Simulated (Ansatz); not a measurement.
**Geometry relaxation of FePt (part 2 of 2)**

Continued. System: FePt (2 atoms in the cell). Method: DFT PBE, scalar-relativistic, plane waves, PAW, no spin polarisation (Ansatz 0.2.0); cutoff 420 eV, 18×18×18 k-mesh, Gaussian smearing of 0.1 eV. The structure was built on a prototype by a generator; it need not be a known phase. It belongs to a series of runs on one base structure; here: no spin polarisation.

Geometry of the input (Å; fractional positions):
```
1.8829  1.8829  3.8139
1.8829  3.8139  1.8829
3.8139  1.8829  1.8829
Fe 0.0000  0.0000  0.0000
Pt 0.5000  0.5000  0.5000
```

## Log, continued
```
SCF iter   1: F=—  HF=-17003.107725 eV  |F-HF|=—  |Δ(HF+E_count)|=         —  Δρ=1.93e-4  dr2=1.66e-6  ethr=3.37e-8  ⟨swp⟩=3.0  Hψ=82141  notcnv=0
preconditioner: auto → none  [metal: Δε(μ)=0.001 eV  Ē_g=6.742 eV  σ=0.100 eV  W_gap=0.01  n_scr=8 (ndim 8)  ℏωp=30.7 eV  f_vac=0.000  D(μ)=3.96/eV (n_scr^D=60)]
SCF iter   2: F=—  HF=-17003.107717 eV  |F-HF|=—  |Δ(HF+E_count)|=   7.74e-6  Δρ=9.33e-5  dr2=4.53e-7  ethr=4.87e-9  ⟨swp⟩=2.0  Hψ=22081  notcnv=0
SCF iter   3: F=—  HF=-17003.107717 eV  |F-HF|=—  |Δ(HF+E_count)|=   2.09e-7  Δρ=1.89e-5  dr2=6.17e-8  ethr=1.33e-9  ⟨swp⟩=2.0  Hψ=20838  notcnv=0
SCF iter   4: F=—  HF=-17003.107717 eV  |F-HF|=—  |Δ(HF+E_count)|=   1.30e-8  Δρ=4.65e-6  dr2=2.02e-9  ethr=1.81e-10  ⟨swp⟩=2.4  Hψ=19930  notcnv=0
SCF iter   5: F=—  HF=-17003.107717 eV  |F-HF|=—  |Δ(HF+E_count)|=   1.61e-9  Δρ=1.89e-6  dr2=3.38e-10  ethr=5.93e-12  ⟨swp⟩=2.2  Hψ=19024  notcnv=0
SCF iter   6: F=-17003.107717 eV  HF=-17003.107717 eV  |F-HF|=0.00e0  |Δ(HF+E_count)|=  9.82e-11  Δρ=2.03e-7  dr2=3.23e-12  ethr=1.00e-12  ⟨swp⟩=4.1  Hψ=63156  notcnv=0
SCF 6 converged in 6 iterations: F = -17003.107717 eV  dr2 = 3.23e-12
relax step   6: F+E_penalty+E_count = -17003.10771744 eV  Δ(F+E_penalty+E_count) = +9.674e-4 eV  max|allowed force component| = 1.515e-28 eV/Å  Δτ_max = 0.0000 Å  P = +0.029 GPa  Ω = 26.383 Å³  stress off target by 2.92e-2 GPa  SCF on the basis re-selected at this cell (its energy is not comparable with the rows above)  (6 SCF iters)
```

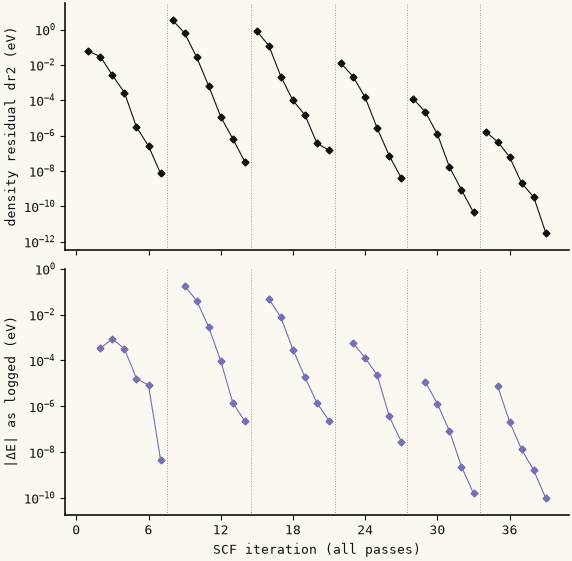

Fig. 1: Convergence of the self-consistent field: density residual dr2 and size of the energy change against the SCF iteration. The dotted lines part the SCF passes of the relaxation: geometry steps, rejected trials and re-solves on a re-selected basis. The 6 passes take 6 to 7 iterations each, 39 in all.

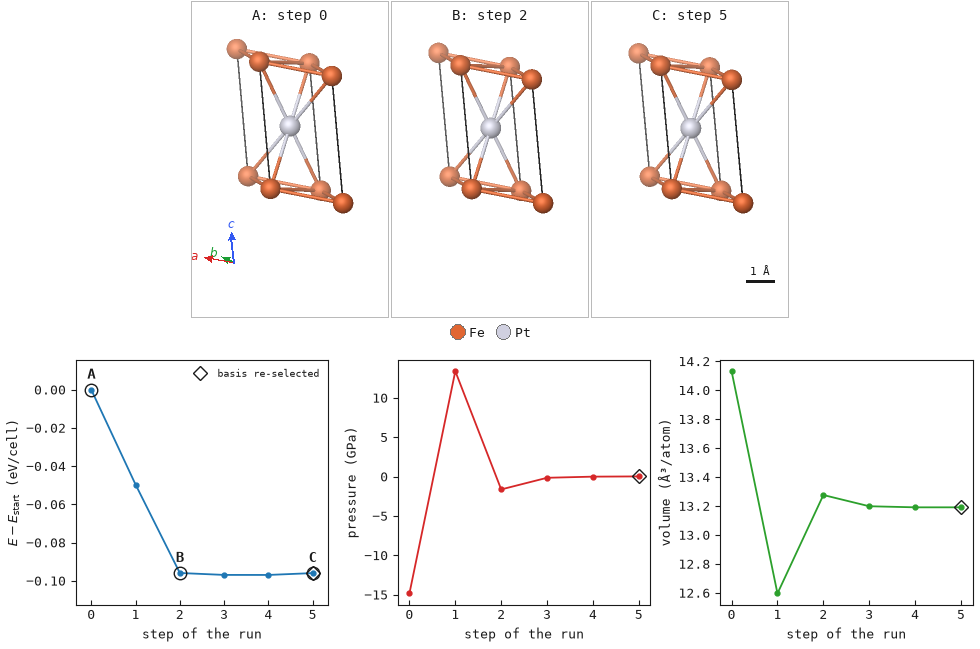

Fig. 2: Frames of the relaxation (ball-and-stick view of the reduced cell, seen slightly off an axis) above the curves, on which the letters mark them (the first geometry is step 0 here and step 1 in the log).

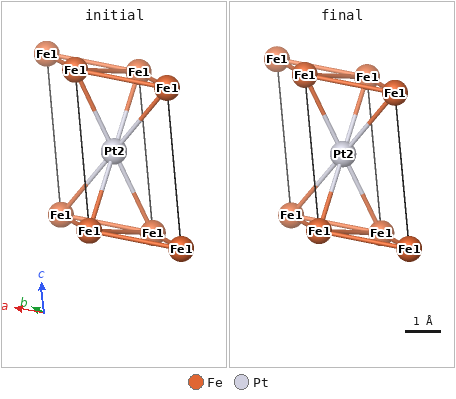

Fig. 3: Before (left) and after (right) the relaxation, at one scale (ball-and-stick view of the reduced cell, seen slightly off an axis). Over 4 geometry steps the energy falls by 96.9 meV per cell of the calculation. All forces vanish by symmetry, so only the cell relaxes. Pressure: −14.84 GPa at the start and 0.03 GPa at the end. The atoms keep their places relative to the cell (all moves are under 0.005 Å). The volume changes by −6.7 %, with a = b 2.731 → 2.680 Å (−1.9 %), c 4.652 → 4.514 Å (−3.0 %), α 72.9° → 72.7°, β 72.9° → 72.7°. Among the contacts that change: Fe1–Pt2 2.697 → 2.625 Å, Fe1–Fe1 2.731 → 2.680 Å, Pt2–Pt2 2.731 → 2.680 Å. The space group stays R-3m (No. 166). A last SCF at the same geometry on a re-selected plane-wave basis shifts the energy by +1.0 meV per cell of the calculation. (Atoms are counted from 1 in the order of the input.)

```
basis re-selected at this cell: Δ(F+E_penalty+E_count) = +9.674e-4 eV, ΔP = +0.029 GPa vs the last step (what re-selecting the basis moved, of the pressure what is left beyond the Pulay correction that the steps carried, after the strain that the cell walked since its last selection, with what the two solves' SCF thresholds leave and, on support functions, any second-order correction that the steps lacked; it is no measure of the basis error at this ecutwfc). The dense FFT grid was sized anew with the basis: this SCF ran on 18×18×32 points, the steps before it on 20×20×32, so part of this shift can come from that change (see relax.cell in the input reference). This SCF's stress stands 2.92e-2 GPa from its target on what of the cell is left free (relax.cell.stress_tol is 5.00e-2 GPa) and its largest allowed force component is 1.51e-28 eV/Å (relax.f_tol is 1.00e-2 eV/Å): within both
SCF converged after 6 iterations
Free energy (F): -17003.107717 eV
Harris-Foulkes:  -17003.107717 eV  (|F-HF|=0.00e0)
Internal energy: -17003.087895 eV  (E = F + TS)
E sigma→0 (E₀):  -17003.097806 eV
Entropy (-TS):   -0.019823 eV (-9.911 meV/atom)
Fermi energy:    21.641144 eV
--- Per-component energies (eV) ---
  E_band       = -333.653328
  E_kinetic    = 989.133044
  E_local      = -3533.979802  (includes V_loc(G=0)·N_el)
  E_nonlocal   = 416.257118
  E_hartree    = 1418.287774
  E_xc         = -380.409764
  E_vxc        = -455.675082  (∫ρ·V_xc dr)
  E_paw        = -10818.958530  (= ΣΔE_a)
  E_vpaw       = -585.965216  (= ΣTr[D̂ρ^β])
  E_aug_tail   = 0.001046  (compensation charges beyond the density's cutoff)
  E_ewald      = -5093.418781
  E_smearing   = -0.019823  (= −TS)
  E_closure    = 0.000000  (closes the sum)
  Σ components = -17003.107717   (vs F -17003.107717, Δ=0.00e0)
--- Forces (eV/Å), atoms counted from 1 ---
  atom   1  Fe     0.00000000     0.00000000     0.00000000
  atom   2  Pt     0.00000000     0.00000000    -0.00000000
  max |Σ_I F_I| component: 3.70e-28 eV/Å
--- Stress (GPa, compression-positive) ---
        0.028824      -0.000372      -0.000372
       -0.000372       0.028824      -0.000372
       -0.000372      -0.000372       0.028824
  P = ⅓ Tr σ = 0.0288 GPa (0.288 kbar)
--- Band table (eV; the first three rows and the last of 580) ---
  k-point 0: bands = ["-77.5136", "-65.2456", "-31.8619", "-31.4679", "-31.4679", "-31.2485", "-31.1919", "-31.1919", "11.5636", "14.8838", "17.3835", "17.3835", "19.1386", "19.1386", "19.7489", "21.0872", "21.0872", "21.4314", "22.1528", "22.1528", "28.6261"]
  k-point 1: bands = ["-77.5125", "-65.2450", "-31.8573", "-31.4835", "-31.4715", "-31.2505", "-31.1976", "-31.1934", "11.6879", "14.9621", "17.3122", "17.4758", "18.9604", "19.1434", "19.7788", "20.9372", "21.1102", "21.1192", "22.1261", "22.7865", "28.6368"]
  k-point 2: bands = ["-77.5094", "-65.2430", "-31.8439", "-31.5286", "-31.4822", "-31.2563", "-31.2137", "-31.1977", "12.0503", "15.1864", "17.1257", "17.7470", "18.4919", "19.1553", "19.8570", "20.5333", "20.9808", "21.1806", "22.0504", "23.7845", "28.6919"]
  k-point 579: bands = ["-77.5135", "-65.2458", "-31.7503", "-31.4628", "-31.4628", "-31.3660", "-31.1972", "-31.1972", "12.5807", "15.5876", "17.1277", "17.5357", "17.5357", "19.7910", "19.9414", "19.9414", "20.5441", "20.5441", "21.3940", "21.3940", "34.8133"]
--- Relaxed structure (5 steps of the walk, 5 accepted, 1 SCFs on fresh bases) ---
  F+E_penalty+E_count = -17003.10771744 eV   max|allowed force component| = 1.515e-28 eV/Å   (the final SCF, on the basis selected at the relaxed cell)
  cell:  # Å, volume = 26.3827 Å³
    - [1.8164743910604448, 1.816474391060445, 3.7117495648982985]
    - [1.8164743910604448, 3.711749564898299, 1.816474391060445]
    - [3.7117495648982985, 1.816474391060445, 1.816474391060445]
  atoms:
    - { symbol: Fe, position: [3.156636370845185e-33, -7.452911340260386e-33, -1.1528430558749411e-33] }
    - { symbol: Pt, position: [0.5000000000000002, 0.5000000000000002, 0.5] }
```

## Trajectory as extended XYZ (Å, eV, eV/Å), 6 frames, from step=1 to step=6
```
2
Lattice="1.8829 1.8829 3.8139 1.8829 3.8139 1.8829 3.8139 1.8829 1.8829" Properties=species:S:1:pos:R:3:forces:R:3 step=1 energy=-17003.01177 pressure_GPa=-14.84
Fe    0.0000    0.0000    0.0000    0.0000   0.0000   0.0000
Pt    3.7899    3.7899    3.7899    0.0000   0.0000   0.0000
2
Lattice="1.7961 1.7961 3.6599 1.7961 3.6599 1.7961 3.6599 1.7961 1.7961" Properties=species:S:1:pos:R:3:forces:R:3 step=2 energy=-17003.06137 pressure_GPa=13.39
Fe    0.0000    0.0000    0.0000    0.0000   0.0000   0.0000
Pt    3.6261    3.6261    3.6261    0.0000   0.0000   0.0000
2
Lattice="1.8242 1.8242 3.7222 1.8242 3.7222 1.8242 3.7222 1.8242 1.8242" Properties=species:S:1:pos:R:3:forces:R:3 step=3 energy=-17003.10766 pressure_GPa=-1.62
Fe    0.0000    0.0000    0.0000    0.0000   0.0000   0.0000
Pt    3.6853    3.6853    3.6853    0.0000   0.0000   0.0000
2
Lattice="1.8174 1.8174 3.7129 1.8174 3.7129 1.8174 3.7129 1.8174 1.8174" Properties=species:S:1:pos:R:3:forces:R:3 step=4 energy=-17003.10867 pressure_GPa=-0.14
Fe    0.0000    0.0000    0.0000    0.0000   0.0000   0.0000
Pt    3.6739    3.6739    3.6739    0.0000   0.0000   0.0000
2
Lattice="1.8165 1.8165 3.7117 1.8165 3.7117 1.8165 3.7117 1.8165 1.8165" Properties=species:S:1:pos:R:3:forces:R:3 step=5 energy=-17003.10868 pressure_GPa=-0.00
Fe    0.0000    0.0000    0.0000    0.0000   0.0000   0.0000
Pt    3.6723    3.6723    3.6723    0.0000   0.0000   0.0000
2
Lattice="1.8165 1.8165 3.7117 1.8165 3.7117 1.8165 3.7117 1.8165 1.8165" Properties=species:S:1:pos:R:3:forces:R:3 step=6 energy=-17003.10772 pressure_GPa=0.03
Fe    0.0000    0.0000    0.0000    0.0000   0.0000   0.0000
Pt    3.6723    3.6723    3.6723    0.0000   0.0000   0.0000
```

## Summary

```csv
quantity,value
outcome,converged
space group (tolerance 0.01 Å),R-3m (166)
electrons treated,34
free energy,−17003.1077 eV
Fermi energy,21.641 eV
gap on the k-point mesh,none (metallic)
pressure,0.03 GPa
final volume,26.38 Å³
largest force (length of the vector) at the end,under 0.001 eV/Å
final cell,"a = 4.514 Å, b = 4.514 Å, c = 4.514 Å, α = 34.54°, β = 34.54°, γ = 34.54°"
wall time,94 s
peak memory,0.64 GiB
```

## Notes

The run has no spin polarisation, so a magnetic state may lie lower. Spin–orbit coupling is left out, which matters for Pt.
